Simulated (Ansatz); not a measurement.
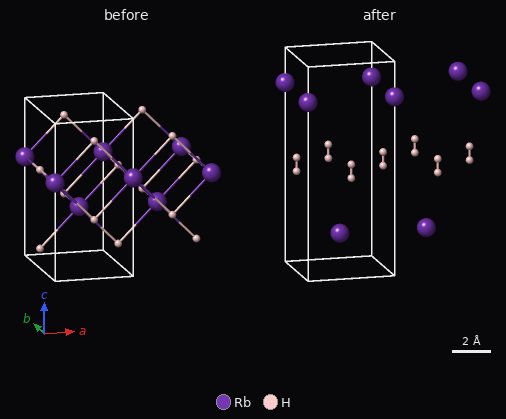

The structure of a crystal of RbH2 (a generated structure, set up in Pmmn) before (left) and after (right) a relaxation, at one scale.

A ball-and-stick model of the cell of the calculation, repeated 2 × 1 × 1 with one cell outlined, seen slightly off an axis.

Level of theory: Ansatz 0.2.0, DFT PBE, scalar-relativistic, plane waves, PAW.

The input:
```yaml
crystal:
  lattice:
    - [4.32852233, 0.0, 0.0]
    - [0.0, 6.12145499, 0.0]
    - [0.0, 0.0, 8.65704467]
  atoms:
    - { symbol: Rb, position: [0.0, 0.0, 0.625] }
    - { symbol: Rb, position: [0.5, 0.5, 0.375] }
    - { symbol: H, position: [0.0, 0.5, 0.625] }
    - { symbol: H, position: [0.5, 0.0, 0.375] }
    - { symbol: H, position: [0.0, 0.5, 0.125] }
    - { symbol: H, position: [0.5, 0.0, 0.875] }
basis:
  ecutwfc: 420
kpoints:
  mp_grid: { grid: [10, 6, 6] }
hamiltonian:
  xc: pbe
scf:
  occupations: { method: gaussian, width: 0.1 }
output:
  forces: true
  stress: true
  eigenvalues: true
relax:
  adjacent_minimum: "off"
  f_tol: 0.01
  max_steps: 80
  cell: { stress_tol: 0.05 }
```

Run as
```bash
ansatz run input.yaml --threads 1 --pin off --max-ram 2048MiB --backend cpu --events-out ev --progress --plain --runs-dir out
```

> Summarise the run.

The energy falls by 868 meV per atom in 44 accepted moves (47 points after the start). The largest force component goes from 0.35 to 0.0049 eV/Å. The pressure goes from −0.85 to 0.00 GPa. The line search rejected the trial step at point 12 of the run. The SCF was repeated twice at an unchanged geometry on a basis and grid sized afresh for the cell, which shifted the energy by 6.5 meV per atom at most. The largest moves relative to the cell, 4.03 Å, are those of H5 and H6. H6 goes along −c. By element the largest moves are H 4.03 Å, Rb 2.47 Å. The volume changes by +14.4 %, with a 4.329 → 4.786 Å (+10.6 %), b 6.121 → 4.659 Å (−23.9 %), c 8.657 → 11.774 Å (+36.0 %). Among the contacts that change: H3–H5 4.329 → 0.755 Å, Rb1–H4 3.061 → 4.935 Å, Rb1–H6 3.061 → 4.290 Å, Rb1–H3 3.061 → 4.267 Å. New bonds form: H3–H5 (4.33 → 0.76 Å), H4–H6 (4.33 → 0.76 Å). The space group stays Pmmn (No. 59).
